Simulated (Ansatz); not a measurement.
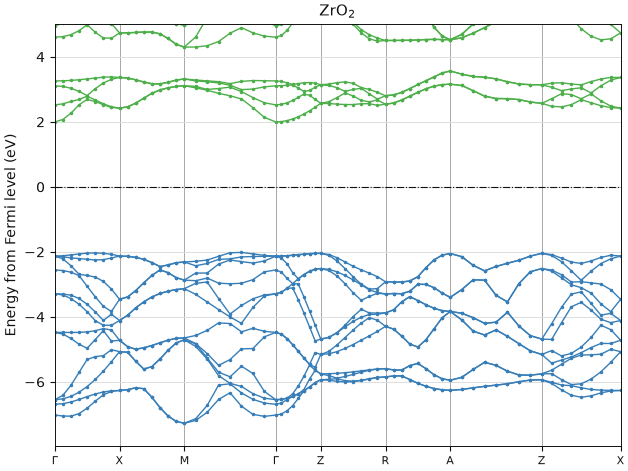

Band structure. Energies are counted from the Fermi level. The path runs straight from each named point to the next.

The Ansatz input:

```
crystal:
  lattice:
    - [3.5961, 0.0, 0.0]
    - [0.0, 3.5961, 0.0]
    - [0.0, 0.0, 5.177]
  atoms:
    - { symbol: Zr, position: [0.0, 0.0, 0.0] }
    - { symbol: Zr, position: [0.5, 0.5, 0.5] }
    - { symbol: O, position: [0.0, 0.5, 0.203] }
    - { symbol: O, position: [0.0, 0.5, 0.703] }
    - { symbol: O, position: [0.5, 0.0, 0.297] }
    - { symbol: O, position: [0.5, 0.0, 0.797] }
kpoints:
  mp_grid: { grid: [7, 7, 5] }
  band_path:
    path:
      - [0.0, 0.0, 0.0]
      - [0.0, 0.5, 0.0]
      - [0.5, 0.5, 0.0]
      - [0.0, 0.0, 0.0]
      - [0.0, 0.0, 0.5]
      - [0.0, 0.5, 0.5]
      - [0.5, 0.5, 0.5]
      - [0.0, 0.0, 0.5]
      - [0.0, 0.5, 0.0]
    npoints: 8
scf:
  occupations: { method: fermi_dirac, width: 0.01 }
hamiltonian:
  xc: pbe
  pseudopotentials: { kind: all_electron, lapw: { basis_error: 0.001 } }
output:
  forces: true
  stress: true
  eigenvalues: true
  fatbands: true
  populations: true
  dos: { projected: true, de: 0.2, e_range: [-14, 8] }
```

Read off the fundamental gap and say whether it is direct.

An insulator. The gap along this path is 4.02 eV and indirect, from the valence-band top between M and Γ to the conduction-band bottom at Γ; the smallest direct gap is 4.13 eV, at Γ.

What are the direct gaps at X, R and Z?

The direct gaps are 4.55 eV at X, 5.46 eV at R and 4.61 eV at Z.

The cell is at 5 GPa in this functional.
